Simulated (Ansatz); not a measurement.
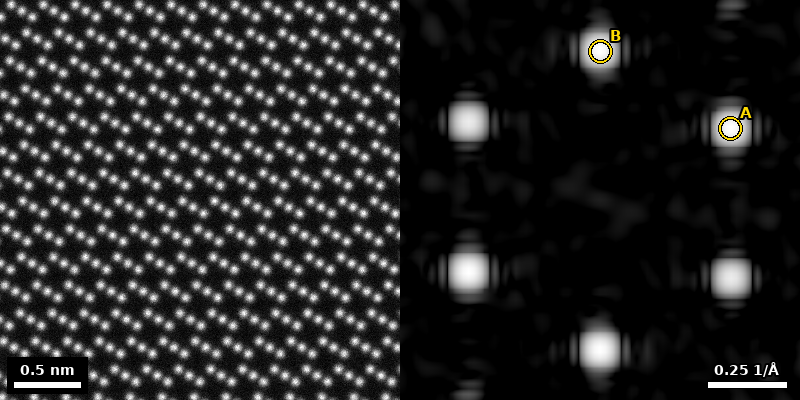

HAADF-like image of a crystal. Simulation: incoherent imaging, intensity Z^1.7 per atom, probe width 0.50 Å, thin sample. The probe carries 15 % of its weight in a tail 2.5 times as wide. The display is stretched by a gamma of 0.8; percentages refer to the linear signal. Shot noise was added.

The right panel is the modulus of the image's Fourier transform on a logarithmic scale.

Which lattice spacings do the marked spots stand for, and what angle do A and B enclose?

A: 2.1 Å, B: 2.1 Å; A and B enclose about 61°.

The crystal is Ni (R-3m, No. 166) along [211]; the spots are (0 -1 1) and (1 -1 -1). Model: the geometry relaxed with DFT PBEsol, scalar-relativistic, plane waves, PAW (Ansatz); the starting structure was generated, so it need not be a known form of this composition.
